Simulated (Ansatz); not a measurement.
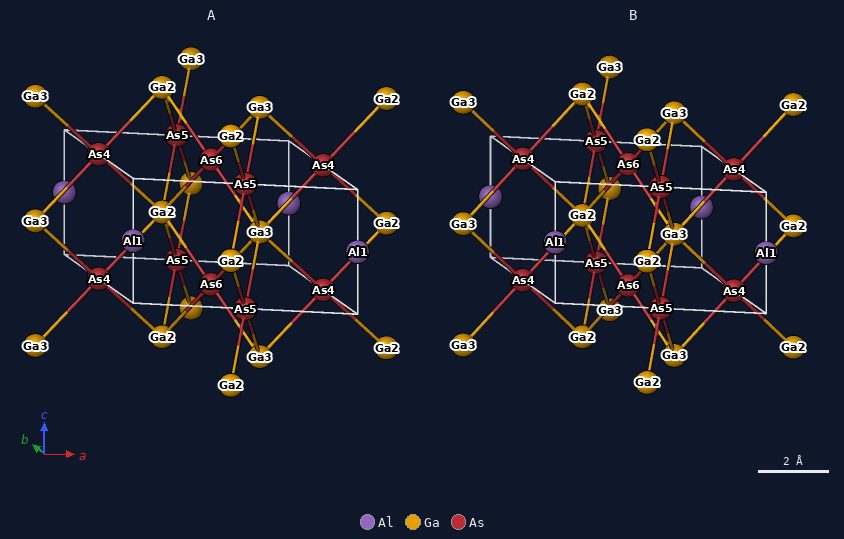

Two geometries of solid AlGa$_{2}$As$_{3}$ (a generated structure, set up in P6/mmm) (coarse preliminary run), drawn at one scale. One is the start of a relaxation, the other its converged end. Style: ball-and-stick. Shown: the cell of the calculation, slightly off an axis.

Computed with DFT PBE, scalar-relativistic, plane waves, PAW (Ansatz 0.2.0). (plane-wave cutoff 420 eV; k-point mesh 3 × 3 × 6; occupations gaussian; smearing width 0.1 eV; no spin polarisation; cell and atoms relaxed; force threshold 0.04 eV/Å; at most 70 steps)

Question: Which one is relaxed?

Answer: Structure A is the relaxed one. No atom moves by more than 0.005 Å relative to the cell. Cell: a = b 6.199 → 6.591 Å (+6.3 %), c 3.567 → 3.664 Å (+2.7 %). Volume +16.1 %. Some distances before and after: Ga2–As4 2.526 → 2.641 Å. The space group stays P6/mmm (No. 191). The energy falls by 94.6 meV per atom in 3 accepted moves (4 points after the start). All forces vanish by symmetry, so only the cell relaxes. The pressure goes from 10.49 to 0.06 GPa. The SCF was repeated once at an unchanged geometry on a basis and grid sized afresh for the cell, which shifted the energy by 0.9 meV per atom at most. Cost: 43 s on 1 thread of AMD EPYC (Zen 3), with other jobs on the host, peak memory 0.45 GiB.
